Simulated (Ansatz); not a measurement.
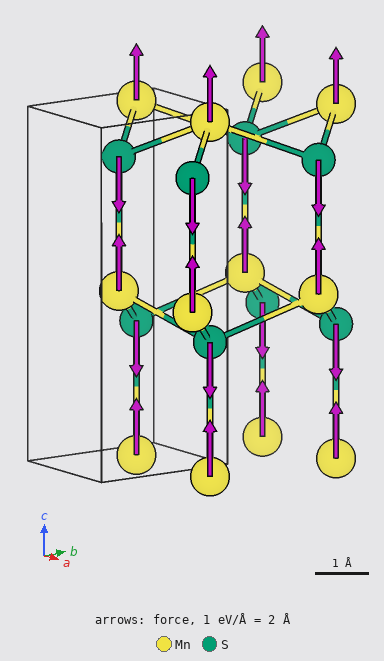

Starting geometry of a crystal of MnS (set up in P6_3mc) with the computed forces as purple arrows. The picture is a ball-and-stick view of the cell of the calculation, repeated 2 × 2 × 1 with one cell outlined, seen slightly off an axis.

Case: film's bulk on the substrate's plane, third vector and atoms relaxed.

All numbers below come from DFT PBE, scalar-relativistic, plane waves, PAW (Ansatz).

Input file:
```yaml
crystal:
  lattice:
    - [3.8454929892, 0.0, 0.0]
    - [-1.9227464946, 3.3302946188, 0.0]
    - [0.0, 0.0, 6.7991814126]
  atoms:
    - { symbol: Mn, position: [0.3333333333, 0.6666666667, 0.0028901985], spin: 4.64 }
    - { symbol: Mn, position: [0.6666666667, 0.3333333333, 0.5028901985], spin: 4.64 }
    - { symbol: S, position: [0.3333333333, 0.6666666667, 0.3821098015], spin: 0.15 }
    - { symbol: S, position: [0.6666666667, 0.3333333333, 0.8821098015], spin: 0.15 }
basis:
  ecutwfc: 420
kpoints:
  mp_grid: { grid: [9, 9, 5] }
hamiltonian:
  xc: pbe
scf:
  occupations: { method: gaussian, width: 0.1 }
output:
  forces: true
  stress: true
  eigenvalues: true
  populations: true
magnetization:
  spin_polarized: true
relax:
  adjacent_minimum: "off"
  f_tol: 0.01
  max_steps: 50
  cell: { fix: [a, b, gamma], stress_tol: 0.1 }
```

Run as
```bash
ansatz run input.yaml --threads 2 --pin off --max-ram 5120MiB --backend cpu --events-out ev --progress --plain --runs-dir out
```

> What follows when this structure is relaxed?

It isn't relaxed: the largest force vector, on S atoms, is 0.55 eV/Å. The atoms end up moving mostly along the starting forces (cosine between the two patterns 1.00). Over 3 accepted moves (4 points after the start) the energy falls by 21.6 meV per atom. Largest force component: 0.55 eV/Å at the start, 0.0016 eV/Å at the end. The pressure goes from 2.53 to 2.27 GPa. At 1 point the geometry stayed and the basis and grid were re-selected for the new cell (energy shift of 0.1 meV per atom at most each time). The largest moves relative to the cell, 0.062 Å, are those of Mn1, Mn2, S3 and S4. S4 goes along −c. By element the largest moves are S 0.062 Å, Mn 0.062 Å. Cell: a = b unchanged at 3.845 Å, c 6.799 → 6.727 Å (−1.1 %). Volume −1.1 %. Near-neighbour distances that change, for instance: Mn1–S3 2.578 → 2.428 Å, Mn1–S4 2.367 → 2.409 Å. Among the angles between lasting bonds that change: S4–Mn1–S4 108.6° → 105.9°, Mn2–S3–Mn2 108.6° → 105.9°, S3–Mn1–S4 110.3° → 112.9°. The space group stays P6_3mc (No. 186). The run may lie on a higher electronic state than the lowest, so the end point isn't shown to be the ground-state structure.
